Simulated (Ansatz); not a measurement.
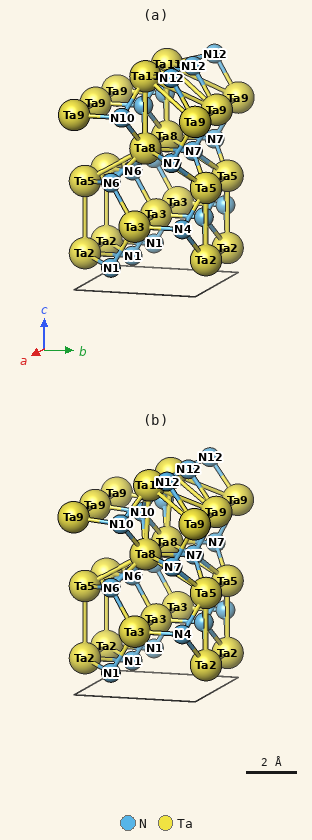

The structure of a slab of composition TaN (cut from the P-62m phase) before (top) and after (bottom) a constrained relaxation, at one scale.

A ball-and-stick model of the 2 × 1 repeat of the cell, outlined in the plane, without the vacuum, seen slightly off an axis.

Case: clean slab, lower half held. The slab is the (1 0 0) face of TaN. 6 atoms are held fixed.

These are results of DFT PBEsol, scalar-relativistic, plane waves, PAW (Ansatz), not measurements.

Input
```yaml
crystal:
  lattice:
    - [2.8959972706, 0.0, 0.0]
    - [0.0, 5.1789208721, 0.0]
    - [0.0, 0.0, 25.013674995]
  atoms:
    - { symbol: "N", position: [0.0, 0.3033145292, 0.3398141217] }
    - { symbol: Ta, position: [0.5, 0.0, 0.3505791652] }
    - { symbol: Ta, position: [0.0, 0.5, 0.4103474991] }
    - { symbol: "N", position: [0.0, 0.8933709415, 0.4103474991] }
    - { symbol: Ta, position: [0.5, 0.0, 0.470115833] }
    - { symbol: "N", position: [0.0, 0.3033145292, 0.4808808765] }
    - { symbol: "N", position: [0.0, 0.8033145292, 0.5191191235] }
    - { symbol: Ta, position: [0.5, 0.5, 0.529884167] }
    - { symbol: Ta, position: [0.0, 0.0, 0.5896525009] }
    - { symbol: "N", position: [0.0, 0.3933709415, 0.5896525009] }
    - { symbol: Ta, position: [0.5, 0.5, 0.6494208348] }
    - { symbol: "N", position: [0.0, 0.8033145292, 0.6601858783] }
basis:
  ecutwfc: 420
kpoints:
  mp_grid: { grid: [10, 6, 1] }
hamiltonian:
  xc: pbesol
scf:
  occupations: { method: gaussian, width: 0.1 }
output:
  forces: true
  eigenvalues: true
relax:
  adjacent_minimum: "off"
  f_tol: 0.03
  max_steps: 70
  constraints: [{ sites: [0, 1, 2, 3, 4, 5] }]
efield:
  axis: 3
  dipole_correction: true
  ramp_width: 0.04
```

Launched with:
```bash
ansatz run input.yaml --threads 2 --pin off --max-ram 5120MiB --backend cpu --events-out ev --progress --plain --runs-dir out
```

Describe what moved and what it gained.

Answer. The largest move is that of Ta11, 0.23 Å at 46° to the normal (−c side). Largest moves by element: Ta 0.23 Å, N 0.20 Å. The cell stays as it was. Among the contacts that change: Ta9–Ta11 3.322 → 3.061 Å, Ta11–N12 2.153 → 1.949 Å, Ta8–Ta11 2.990 → 2.864 Å, Ta5–Ta9 3.322 → 3.425 Å. Among the angles between lasting bonds that change: Ta11–N12–Ta11 84.5° → 96.0°, Ta8–N10–Ta11 150.3° → 143.1°, Ta9–N12–Ta11 104.9° → 99.0°. Over 6 geometry steps the energy falls by 0.704 eV per cell of the calculation. The largest force component goes from 3.7 to 0.0084 eV/Å. The run took 3.6 min on 2 threads of Intel(R) Xeon(R) Platinum 8488C (Sapphire Rapids), on a shared host, peak memory 0.88 GiB.
